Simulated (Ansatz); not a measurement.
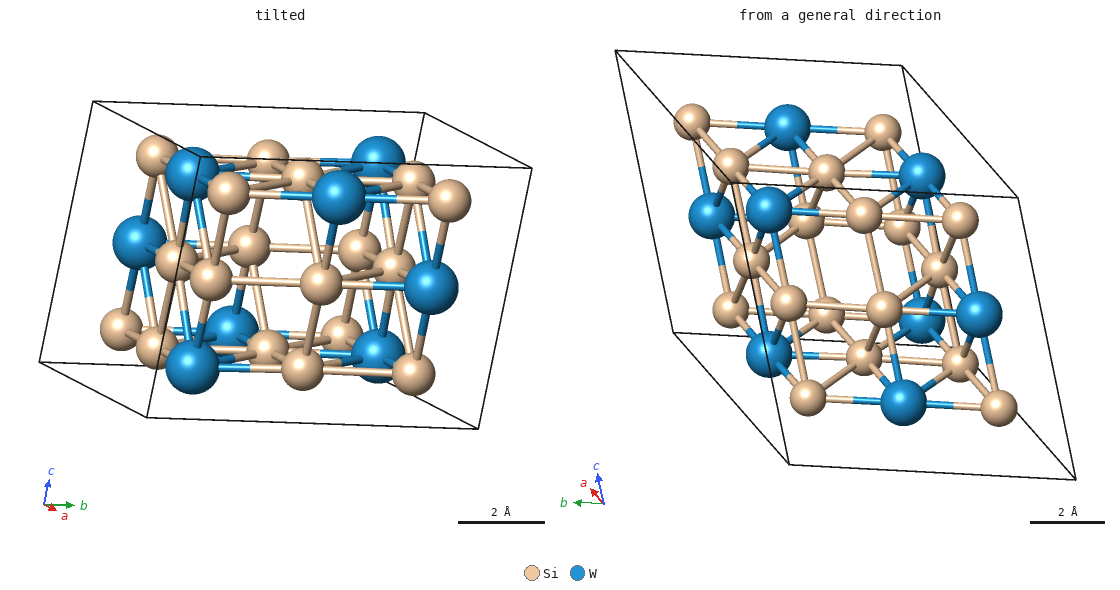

The figure gives a ball-and-stick picture of the atoms, viewed slightly off an axis and from a general direction. Lines trace the edges of the supercell. The host is Si2W, in a cell of 27 sites, and the cell is neutral.

Question: Name the defect and give its surroundings.

Answer: A tungsten vacancy. Around the empty site lie ten Si at about 2.6 Å.

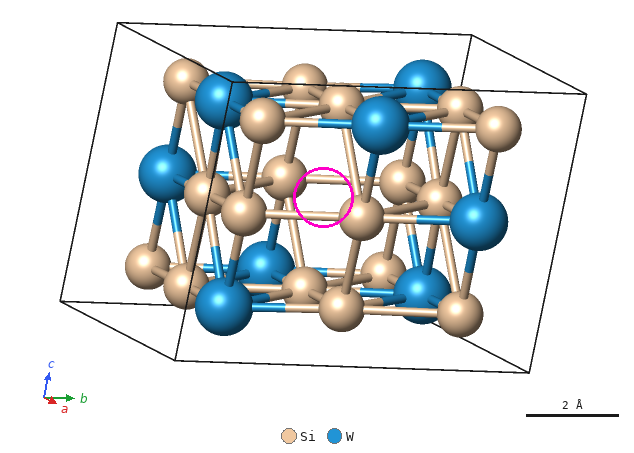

The same cell with a ring at the defect's site.

The atoms were relaxed in the host's cell with DFT PBE, scalar-relativistic, plane waves, PAW in Ansatz 0.2.0.
